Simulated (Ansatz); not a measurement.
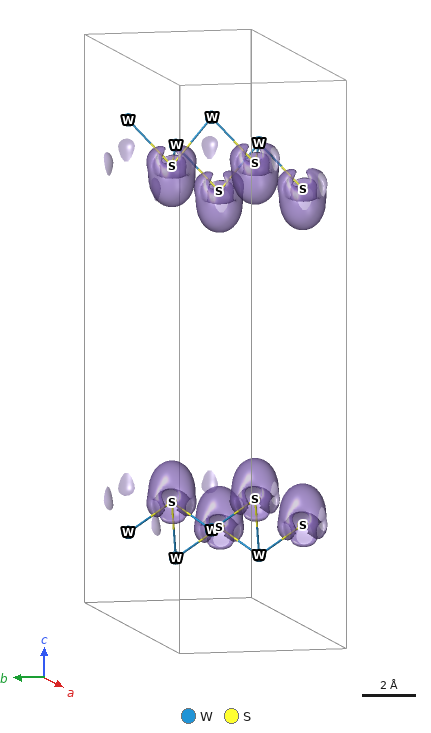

Figure 1: WS (slab). Isosurface of the ELF at 0.8 (purple), seen at an oblique angle. Core shells and regions of very low density are left out. Sticks mark near contacts.

Not relaxed (largest force 0.7 eV/Å).

These are results of DFT PBE, scalar-relativistic, plane waves, PAW (Ansatz), not measurements.

In a PAW calculation such maps are meaningful between the atoms, not at the nuclei.

```cif
data_structure
_symmetry_space_group_name_H-M 'P 1'
_symmetry_Int_Tables_number 1
_cell_length_a 3.1885
_cell_length_b 3.1885
_cell_length_c 31.9507
_cell_angle_alpha 90.000
_cell_angle_beta 90.000
_cell_angle_gamma 120.000
_cell_volume 281.31
loop_
_atom_site_label
_atom_site_type_symbol
_atom_site_fract_x
_atom_site_fract_y
_atom_site_fract_z
_atom_site_occupancy
W1 W 0.33333 0.66667 0.23474 1
S1 S 0.66667 0.33333 0.28390 1
S2 S 0.66667 0.33333 0.71610 1
W2 W 0.33333 0.66667 0.76526 1
```

Identify the bonds, lone pairs and shells in this picture.

Answer. At this value the surface marks out two regions wrapped around S (the valence shell of each), counted in one cell of 4 atoms. Counts are for one cell; the picture repeats the cell along the surface. Along the contacts the grid gives the following. W–S (2.42 Å): the ELF peaks at about 0.85 in the valence shell of S, 0.8 Å from its nucleus, and is about 0.50 at the midpoint.
